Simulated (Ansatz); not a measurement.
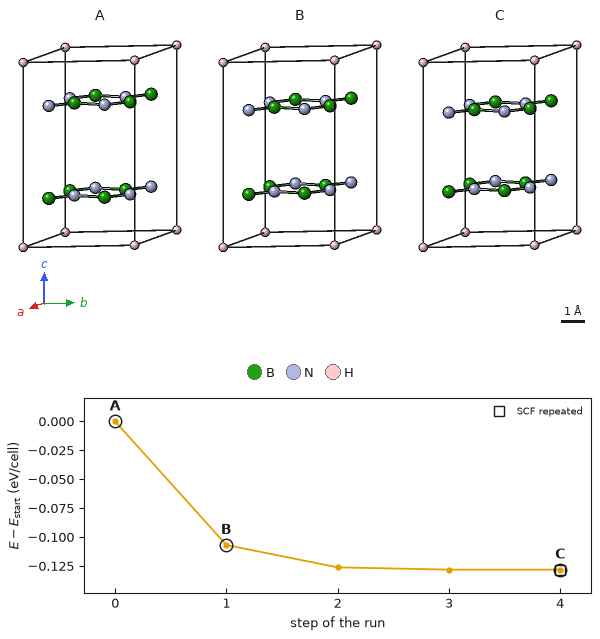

Frames of a relaxation of a defect cell of composition B₈HN₈, marked on the history of the run. The picture is a ball-and-stick view of the cell of the calculation, reduced to other axes, seen slightly off an axis. Lengths and directions refer to the drawn axes.

Case: H interstitial, charge +0, atoms relaxed at the host's cell.

Computed with Ansatz 0.2.0, DFT PBE, scalar-relativistic, plane waves, PAW. Set-up: plane-wave cutoff 420 eV; k-point mesh 5 × 5 × 3; occupations gaussian; smearing width 0.01 eV; collinear spin; atoms relaxed in a fixed cell; force threshold 0.025 eV/Å; at most 45 steps.

What happens along the run?

Answer. After 3 accepted moves (4 points after the start) the energy has fallen by 0.128 eV per cell of the calculation. Largest force component: 0.14 eV/Å at the start, 0.019 eV/Å at the end. 1 step only repeated the SCF at the same geometry. The largest moves, 0.30 Å, are those of B and N atoms. Largest moves by element: N 0.30 Å, B 0.30 Å. H stays in place. The lattice vectors keep their values. From step 0 to 1: B and N atoms move most (0.19 Å), energy −0.107 eV per cell of the calculation. From step 1 to 4: B atoms move most (0.12 Å), energy −21.3 meV per cell of the calculation.

Limits of the set-up: the periodic images lie only 5.0 Å apart, so the values are limited by the cell's size.
